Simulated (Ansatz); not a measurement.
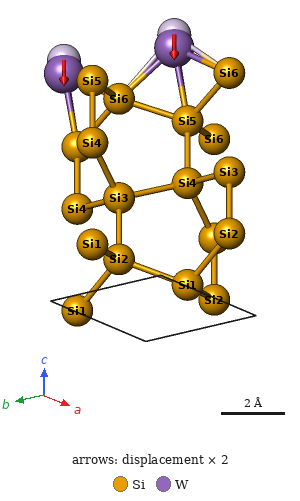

This is a constrained relaxation of a slab of composition Si6W (cut from the P6_3/mmc phase). The starting structure is drawn faded, the final one solid; red arrows show the displacements, magnified 2 times.

The picture is a ball-and-stick view of the cell of the calculation, outlined in the plane, without the vacuum, seen from a free direction.

Case: W over the place (0/6, 3/6) of the surface cell, its height relaxed. The slab is the (0 0 1) face of Si with W on it. 6 atoms are held fixed.

All numbers below come from DFT PBEsol, scalar-relativistic, plane waves, PAW in Ansatz.

Input
```yaml
crystal:
  lattice:
    - [3.8248883545, 0.0, 0.0]
    - [-1.9124441773, 3.3124504817, 0.0]
    - [0.0, 0.0, 26.1211317213]
  atoms:
    - { symbol: Si, position: [0.6666666667, 0.3333333333, 0.325407034] }
    - { symbol: Si, position: [0.3333333333, 0.6666666667, 0.3559122531] }
    - { symbol: Si, position: [0.3333333333, 0.6666666667, 0.44646421] }
    - { symbol: Si, position: [0.6666666667, 0.3333333333, 0.4756407863] }
    - { symbol: Si, position: [0.6666666667, 0.3333333333, 0.5672640819] }
    - { symbol: Si, position: [0.3333333333, 0.6666666667, 0.592936641] }
    - { symbol: W, position: [0.3333333333, 1.1666666667, 0.6679716747], spin: 4.0 }
basis:
  ecutwfc: 420
kpoints:
  mp_grid: { grid: [9, 9, 1] }
hamiltonian:
  xc: pbesol
scf:
  occupations: { method: gaussian, width: 0.05 }
output:
  forces: true
  eigenvalues: true
  populations: true
  write_density: true
  write_potential: true
  elf: true
  volumetric_format: npy
magnetization:
  spin_polarized: true
relax:
  adjacent_minimum: "off"
  f_tol: 0.02
  max_steps: 25
  constraints: [{ sites: [0, 1, 2, 3, 4, 5] }, { site: 6, fix: xy }]
efield:
  axis: 3
  dipole_correction: true
  ramp_width: 0.04
```

Run as
```bash
ansatz run input.yaml --threads 1 --pin off --max-ram 2560MiB --backend cpu --events-out ev --progress --plain --runs-dir out
```

Describe the change and its energy.

The largest move is that of W7, 0.49 Å along the normal (−c). Si stays in place. The cell doesn't change. Near-neighbour distances that change, for instance: Si5–W7 2.853 → 2.408 Å, Si6–W7 2.738 → 2.412 Å. Among the angles between lasting bonds that change: W7–Si6–W7 88.6° → 104.9°, Si6–W7–Si6 88.6° → 104.9°, Si5–Si6–W7 68.2° → 61.3°. The energy falls by 0.873 eV per cell of the calculation in 4 accepted moves (5 points after the start). Largest force component: 1.6 eV/Å at the start, 0.0098 eV/Å at the end. 1 step only repeated the SCF at the same geometry. The program noted that the starting moments weren't kept.

Limits of the set-up: the periodic images lie only 3.8 Å apart, so the values are limited by the cell's size.
